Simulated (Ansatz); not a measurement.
**Geometry relaxation, with input and output: MnO2 (part 2 of 2)**

MnO2 (P4₂/mnm, 6 atoms in the cell); DFT PBE+U, scalar-relativistic, plane waves, PAW, Ueff = 3.9 eV on Mn d, spin-polarised (Ansatz 0.2.0); cutoff 420 eV, 8×8×12 k-mesh, Gaussian smearing of 0.1 eV, collinear spins. The structure derives from an entry of the Crystallography Open Database.

Geometry of the input (Å; fractional positions):
```
4.4575  0.0000  0.0000
0.0000  4.4575  0.0000
0.0000  0.0000  2.9429
Mn 0.0000  0.0000  0.0000
Mn 0.5000  0.5000  0.5000
O  0.3061  0.3061  0.0000
O  0.1939  0.8061  0.5000
O  0.6939  0.6939  0.0000
O  0.8061  0.1939  0.5000
```

```
basis re-selected at this cell: Δ(F+E_penalty+E_count) = +1.736e-4 eV, ΔP = -0.006 GPa vs the last step (what re-selecting the basis moved, of the pressure what is left beyond the Pulay correction that the steps carried, after the strain that the cell walked since its last selection, with what the two solves' SCF thresholds leave and, on support functions, any second-order correction that the steps lacked; it is no measure of the basis error at this ecutwfc). This SCF's stress stands 1.56e-2 GPa from its target on what of the cell is left free (relax.cell.stress_tol is 5.00e-2 GPa) and its largest allowed force component is 5.59e-4 eV/Å (relax.f_tol is 5.00e-3 eV/Å): within both
an SCF from antiferromagnetic starting moments (-3.11, 3.11, 0.00, 0.00, 0.00, 0.00 Bohr magnetons, atom by atom) was not made, so that it is not known whether that order lies lower: the deck asks for what bars it, or types moments that do (magnetization.spin_polarized, in the input reference, names some of the keys), or the run goes by scf.lower_state_search: light, the default, which as a rule tries one only behind a close that has lost an order of both signs, or on which an open d or half-filled 4f shell of a PAW file has lost a moment that was set nearer to Hund's than to what is left; or, under a Hubbard U, one that names an f shell that the input leaves bare beside given moments, or a larger moment for a shell of low spin that is given one. standard, with a start from the atoms, tries one behind each close (in a relaxation, ahead of its steps or at their end). To set out from that order, type those moments (crystal.atoms[].spin; where shells were raised to Hund's moment, beside crystal.symmetry.detect: false) under scf.lower_state_search: light. The bands of the close that named these starting moments, or of the one ahead of a search that led to it (under cold or Methfessel-Paxton smearing those of the Gaussian ahead of it) read a cost of +10.57 meV for the turn to them, carried on from a small turn (+10.57 by the pairs of d shells alone)
SCF converged after 5 iterations
Magnetization: 6.0576 μB (30.0288 up, 23.9712 down)
Absolute magnetization: 7.0786 μB (∫|ρ↑−ρ↓|, with the PAW one-centre terms)
Spin contamination: 0.2609 ħ² per cell (⟨S²⟩ above its minimum at these occupations)
Per-site moments (μB) at R_I (Å): [(2.775169084096351, 0.7890364412866858), (2.7751690840963508, 0.7890364412866857), (-0.08774732719325455, 0.7890364412866859), (-0.08774732719325457, 0.7890364412866858), (-0.08774732719325422, 0.7890364412866857), (-0.0877473271932547, 0.7890364412866858)]
Free energy (F): -10062.254645 eV
Harris-Foulkes:  -10062.254645 eV  (|F-HF|=2.18e-11)
Internal energy: -10062.249350 eV  (E = F + TS)
E sigma→0 (E₀):  -10062.251997 eV
Entropy (-TS):   -0.005295 eV (-0.882 meV/atom)
Fermi energy:    9.632456 eV
--- Per-component energies (eV) ---
  E_band       = -637.003367
  E_kinetic    = 1292.981506
  E_local      = -5567.924566  (includes V_loc(G=0)·N_el)
  E_nonlocal   = 666.662398
  E_hartree    = 2181.782656
  E_xc         = -519.601830
  E_vxc        = -663.816847  (∫ρ·V_xc dr)
  E_hubbard    = 4.760349  (on-site DFT+U / exact-exchange correction)
  E_vhub       = -9.840479  (the Hubbard potential's part of the band-sum identity)
  E_paw        = -3221.309316  (= ΣΔE_a)
  E_vpaw       = -718.640333  (= ΣTr[D̂ρ^β])
  E_aug_tail   = 0.009833  (compensation charges beyond the density's cutoff)
  E_ewald      = -4899.610380
  E_smearing   = -0.005295  (= −TS)
  E_closure    = 0.000000  (closes the sum)
  Σ components = -10062.254645   (vs F -10062.254645, Δ=0.00e0)
--- Forces (eV/Å), atoms counted from 1 ---
  atom   1  Mn     0.00000000    -0.00000000     0.00000000
  atom   2  Mn     0.00000000     0.00000000     0.00000000
  atom   3  O     -0.00055943    -0.00055943     0.00000000
  atom   4  O      0.00055943    -0.00055943     0.00000000
  atom   5  O      0.00055943     0.00055943     0.00000000
  atom   6  O     -0.00055943     0.00055943     0.00000000
  max |Σ_I F_I| component: 4.34e-18 eV/Å
--- Stress (GPa, compression-positive) ---
       -0.015588       0.000000       0.000000
        0.000000      -0.015588       0.000000
        0.000000       0.000000      -0.005246
  P = ⅓ Tr σ = -0.0121 GPa (-0.121 kbar)
--- Band table (eV; the first three rows and the last of 210) ---
  k-point 0 ↑: bands = ["-72.4686", "-72.4667", "-41.1542", "-41.1477", "-41.1271", "-41.1271", "-41.0804", "-41.0804", "-9.4069", "-7.7002", "-7.2558", "-7.2558", "1.7290", "2.3666", "2.6280", "3.9487", "3.9487", "5.0224", "5.3734", "5.3734", "5.4622", "6.1840", "6.4325", "6.4325", "6.8097", "8.6454", "8.7741", "9.0843", "9.2232", "9.2232", "9.7313", "12.3691", "12.3691", "12.8952", "17.2962", "20.6903", "20.6903"]
  k-point 1 ↑: bands = ["-72.4681", "-72.4663", "-41.1595", "-41.1533", "-41.1261", "-41.1261", "-41.0801", "-41.0801", "-9.3429", "-7.6805", "-7.2692", "-7.2692", "1.8285", "2.4461", "2.6914", "3.8803", "3.8803", "5.0237", "5.3397", "5.3397", "5.3895", "5.9845", "6.5797", "6.5797", "6.7048", "8.4840", "8.7550", "9.2303", "9.2303", "9.2674", "9.6571", "12.2104", "12.2104", "12.8007", "17.5420", "20.9719", "20.9719"]
  k-point 2 ↑: bands = ["-72.4668", "-72.4651", "-41.1740", "-41.1683", "-41.1236", "-41.1236", "-41.0795", "-41.0795", "-9.1588", "-7.6331", "-7.3056", "-7.3056", "2.1153", "2.6763", "2.8769", "3.7200", "3.7200", "5.0192", "5.1687", "5.2934", "5.2934", "5.4681", "6.5226", "6.9024", "6.9024", "8.0828", "8.7012", "9.2305", "9.2305", "9.4510", "9.6363", "11.8515", "11.8515", "12.5166", "18.2082", "21.7033", "21.7033"]
  k-point 104 ↓: bands = ["-68.8762", "-68.8762", "-37.7854", "-37.7854", "-37.5909", "-37.5909", "-37.5620", "-37.5620", "-7.8107", "-7.8107", "-7.5952", "-7.5952", "3.7953", "3.7953", "4.5282", "4.5282", "5.6433", "5.6433", "6.3385", "6.3385", "8.5584", "8.5584", "8.7579", "8.7579", "12.3938", "12.3938", "12.6914", "12.6914", "12.7856", "12.7856", "13.3928", "13.3928", "13.8031", "13.8031", "21.8235", "21.8235", "23.4279"]
Occupation matrices written to [file]
--- Relaxed structure (3 steps of the walk, 3 accepted, 1 SCFs on fresh bases) ---
  F+E_penalty+E_count = -10062.25464451 eV   max|allowed force component| = 5.594e-4 eV/Å   (the final SCF, on the basis selected at the relaxed cell)
  cell:  # Å, volume = 58.4360 Å³
    - [4.455727067377874, 0.0, 0.0]
    - [0.0, 4.455727067377874, 0.0]
    - [0.0, 0.0, 2.9433605510435004]
  atoms:
    - { symbol: Mn, position: [-1.5201845792804437e-21, 5.0672819309348055e-22, 0.0] }
    - { symbol: Mn, position: [0.5, 0.5, 0.5] }
    - { symbol: O, position: [0.3060903856580703, 0.3060903856580703, 0.0] }
    - { symbol: O, position: [0.1939096143419297, 0.8060903856580702, 0.5] }
    - { symbol: O, position: [0.6939096143419297, 0.6939096143419297, 0.0] }
    - { symbol: O, position: [0.8060903856580702, 0.1939096143419297, 0.5] }
--- Löwdin populations: 6 sites ---
  site symbol       q [e]    m [muB]
     0     Mn     13.5038     3.1655
     1     Mn     13.5038     3.1655
     2      O      6.6946    -0.0819
     3      O      6.6946    -0.0819
     4      O      6.6946    -0.0819
     5      O      6.6946    -0.0819
  spilling = 0.003966 (of n_electrons = 54.000000)
```

### File populations.tsv
```
# site	symbol	l	j	q_up	q_dn
# orbitals = lowdin
# n_electrons = 54.000000
# spilling = 0.003966
# projection_atom_Mn: [Ne] 3s2 3p6 3d5 4s2
# projection_atom_O: [He] 2s2 2p4
0	Mn	0_3S	-	0.999387	0.999479
0	Mn	0_4S	-	0.221039	0.195434
0	Mn	1_3P	-	2.997009	2.997850
0	Mn	2_3D	-	4.117192	0.976386
1	Mn	0_3S	-	0.999387	0.999479
1	Mn	0_4S	-	0.221039	0.195434
1	Mn	1_3P	-	2.997009	2.997850
1	Mn	2_3D	-	4.117192	0.976386
2	O	0_2S	-	0.903792	0.899529
2	O	1_2P	-	2.402527	2.488723
3	O	0_2S	-	0.903792	0.899529
3	O	1_2P	-	2.402527	2.488723
4	O	0_2S	-	0.903792	0.899529
4	O	1_2P	-	2.402527	2.488723
5	O	0_2S	-	0.903792	0.899529
5	O	1_2P	-	2.402527	2.488723
```

### Trajectory as extended XYZ (Å, eV, eV/Å), 4 frames, from step=1 to step=4
```
6
Lattice="4.4575 0.0000 0.0000 0.0000 4.4575 0.0000 0.0000 0.0000 2.9429" Properties=species:S:1:pos:R:3:forces:R:3 step=1 energy=-10062.25459 pressure_GPa=-0.11
Mn    0.0000    0.0000    0.0000    0.0000   0.0000   0.0000
Mn    2.2288    2.2288    1.4714    0.0000   0.0000   0.0000
O     1.3644    1.3644    0.0000   -0.0009  -0.0009   0.0000
O     0.8644    3.5932    1.4714    0.0009  -0.0009   0.0000
O     3.0931    3.0931    0.0000    0.0009   0.0009   0.0000
O     3.5932    0.8644    1.4714   -0.0009   0.0009   0.0000
6
Lattice="4.4565 0.0000 0.0000 0.0000 4.4565 0.0000 0.0000 0.0000 2.9433" Properties=species:S:1:pos:R:3:forces:R:3 step=2 energy=-10062.25471 pressure_GPa=-0.05
Mn    0.0000    0.0000    0.0000    0.0000   0.0000   0.0000
Mn    2.2282    2.2282    1.4717    0.0000   0.0000   0.0000
O     1.3642    1.3642    0.0000   -0.0024  -0.0024   0.0000
O     0.8641    3.5924    1.4717    0.0024  -0.0024   0.0000
O     3.0923    3.0923    0.0000    0.0024   0.0024   0.0000
O     3.5924    0.8641    1.4717   -0.0024   0.0024   0.0000
6
Lattice="4.4557 0.0000 0.0000 0.0000 4.4557 0.0000 0.0000 0.0000 2.9434" Properties=species:S:1:pos:R:3:forces:R:3 step=3 energy=-10062.25482 pressure_GPa=-0.01
Mn    0.0000    0.0000    0.0000    0.0000   0.0000   0.0000
Mn    2.2279    2.2279    1.4717    0.0000   0.0000   0.0000
O     1.3639    1.3639    0.0000   -0.0006  -0.0006   0.0000
O     0.8640    3.5917    1.4717    0.0006  -0.0006   0.0000
O     3.0919    3.0919    0.0000    0.0006   0.0006   0.0000
O     3.5917    0.8640    1.4717   -0.0006   0.0006   0.0000
6
Lattice="4.4557 0.0000 0.0000 0.0000 4.4557 0.0000 0.0000 0.0000 2.9434" Properties=species:S:1:pos:R:3:forces:R:3 step=4 energy=-10062.25465 pressure_GPa=-0.01
Mn    0.0000    0.0000    0.0000    0.0000   0.0000   0.0000
Mn    2.2279    2.2279    1.4717    0.0000   0.0000   0.0000
O     1.3639    1.3639    0.0000   -0.0006  -0.0006   0.0000
O     0.8640    3.5917    1.4717    0.0006  -0.0006   0.0000
O     3.0919    3.0919    0.0000    0.0006   0.0006   0.0000
O     3.5917    0.8640    1.4717   -0.0006   0.0006   0.0000
```

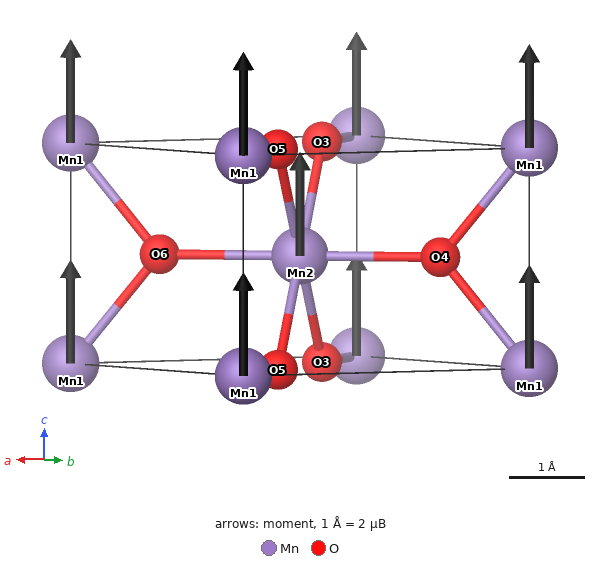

Figure 1. Magnetic moments of the sites as black arrows (ball-and-stick view of the cell of the calculation, seen at an oblique angle; atoms are numbered from 1 in the order of the input); small moments hardly show. The run is collinear, so the axis drawn is arbitrary. Site moments: Mn1, Mn2 (2.78 μB); all 4 O atoms (−0.09 μB). They are counted near the atoms and needn't add up to the moment of the cell.

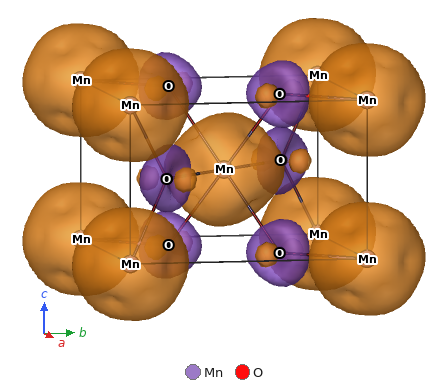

Figure 2. Isosurfaces of the magnetisation density (up minus down) at +0.08 (orange) and −0.08 e/Å³ (purple), seen slightly off an axis. Sticks mark near contacts. The outline is the cell set on symmetry axes. The cell of the calculation (6 atoms) carries 6.1 μB net. In a PAW calculation such maps are meaningful between the atoms, not at the nuclei.

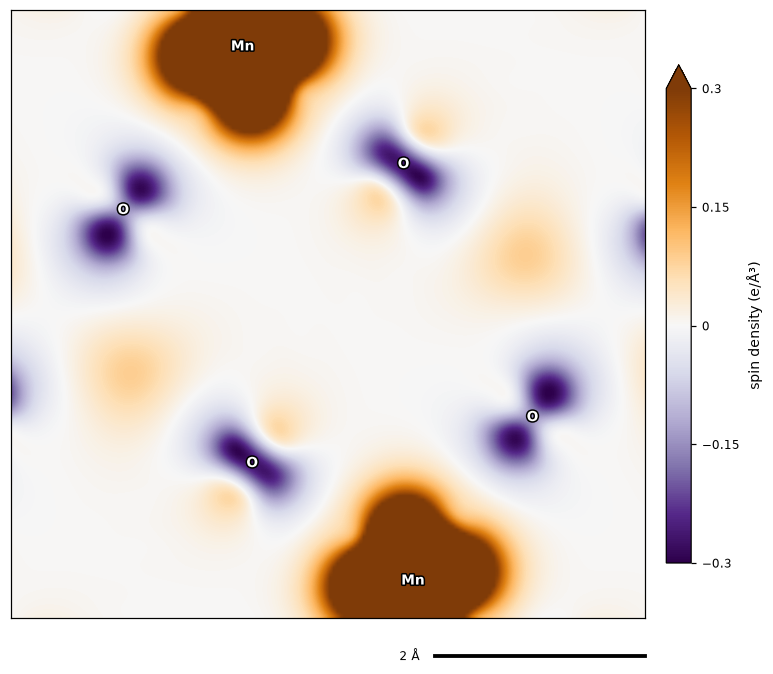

Figure 3. Magnetisation density (up minus down) on the (111) plane of the conventional cell. The cell of the calculation (6 atoms) carries 6.1 μB net.

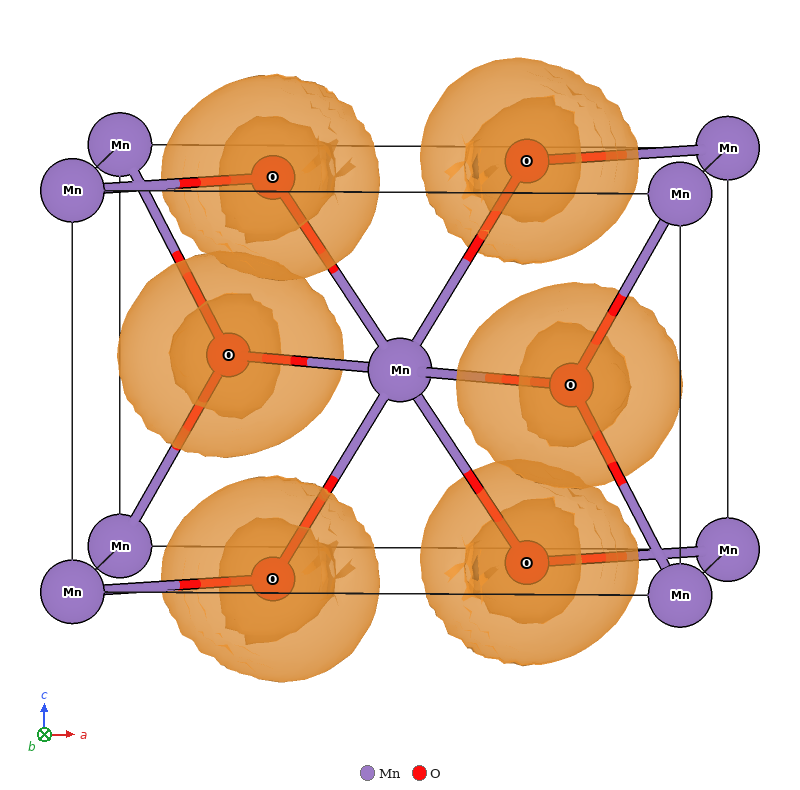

Figure 4. Isosurface of the ELF at 0.75 (orange), seen at an oblique angle. Core shells and regions of very low density are left out. Sticks mark near contacts. The outline is the cell set on symmetry axes. Profiles from the grid: Mn–O (1.91 Å): the ELF is about 0.25 at the midpoint; no shared pair; the contact is polar.

### Summary

```csv
quantity,value
outcome,converged
space group (tolerance 0.01 Å),P4₂/mnm (136)
electrons treated,54
free energy,−10062.2546 eV
Fermi energy,9.632 eV
gap on the k-point mesh,none (metallic)
net moment of the cell,6.06 μB
integrated absolute moment,7.08 μB
pressure,−0.01 GPa
final volume,58.44 Å³
largest force (length of the vector) at the end,0.001 eV/Å
final cell,"a = 4.456 Å, b = 4.456 Å, c = 2.943 Å, α = 90.00°, β = 90.00°, γ = 90.00°"
wall time,2.6 min
peak memory,0.73 GiB
```

The electronic state found may not be the lowest one.
